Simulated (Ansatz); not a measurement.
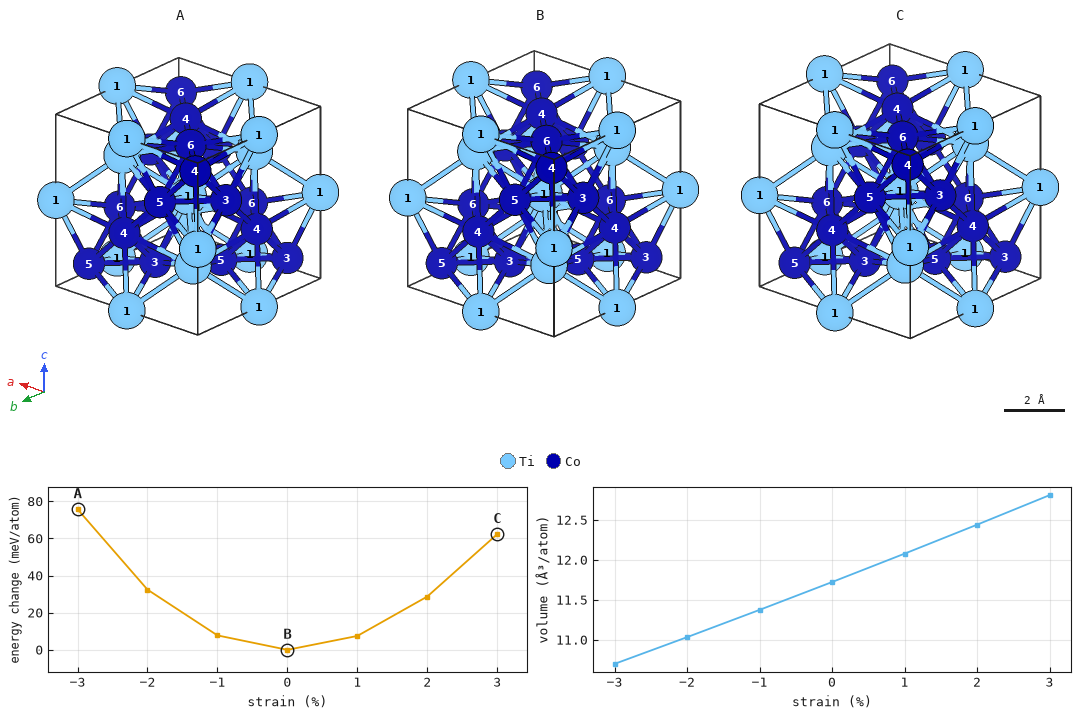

Members of a series of calculations on a crystal of TiCo2 (set up in Fd-3m), marked on the first curve. A ball-and-stick model of the conventional cell (4 times the calculation's cell), seen from a free direction. Lengths and directions refer to the drawn axes.

Level of theory: DFT PBEsol, scalar-relativistic, plane waves, PAW (Ansatz 0.2.0). (plane-wave cutoff 420 eV; k-point mesh 10 × 10 × 10; occupations gaussian; smearing width 0.1 eV; no spin polarisation)

Q: Which kind of strain is it, and how does the structure respond?

A: Equal strain along all axes, cell held, atoms relaxed. A (strain −3.0 %): energy change 75.7 meV/atom, volume 10.70 Å³ per atom. B (strain 0.0 %): energy change 0.0 meV/atom, volume 11.72 Å³ per atom. C (strain 3.0 %): energy change 62.3 meV/atom, volume 12.81 Å³ per atom. The rest compares A with C. Cell: a = b = c 6.356 → 6.749 Å (+6.2 %). Volume +19.7 %. Among the bonded contacts that change: Ti–Ti 2.752 → 2.922 Å, Co–Ti 2.635 → 2.798 Å, Co–Co 2.247 → 2.386 Å.
